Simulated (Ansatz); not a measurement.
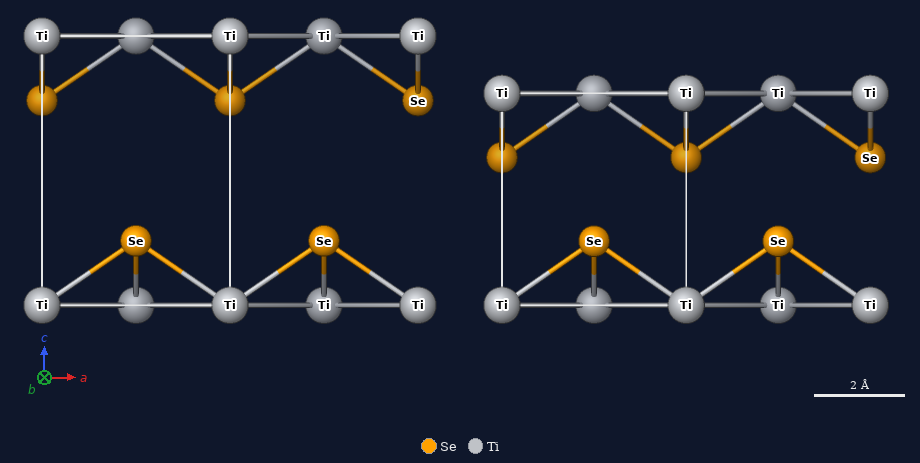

Two geometries of solid TiSe (set up in P4/nmm), drawn at one scale. One is the start of a relaxation, the other its converged end. Style: ball-and-stick. Shown: the cell of the calculation, repeated 2 × 1 × 1 with one cell outlined, along the b axis.

Method: Kohn-Sham DFT of a periodic cell, PBEsol with D3(BJ), Ansatz PAW in Ansatz. (plane-wave cutoff 420 eV; k-point mesh 7 × 7 × 5; occupations fermi-dirac; smearing width 0.05 eV; no spin polarisation; cell and atoms relaxed; force threshold 0.01 eV/Å; at most 40 steps)

**Which of the two is the end point?**

The right one is the relaxed one. The run lets cell and atoms move. The largest moves relative to the cell, 0.30 Å, are those of Se atoms. Ti stays in place. The volume changes by −24.5 %, with a = b 4.178 → 4.093 Å (−2.0 %), c 5.984 → 4.709 Å (−21.3 %). Among the contacts that change: Ti–Ti 2.955 → 2.894 Å, Se–Ti 2.533 → 2.494 Å. The space group stays P4/nmm (No. 129). The energy falls by 0.432 eV per cell of the calculation in 7 accepted moves (8 points after the start). Largest force component: 0.32 eV/Å at the start, 0.00088 eV/Å at the end. Pressure: −4.97 GPa at the start and 0.00 GPa at the end. The SCF was repeated once at an unchanged geometry on a basis and grid sized afresh for the cell, which shifted the energy by 1.9 meV per cell of the calculation at most.
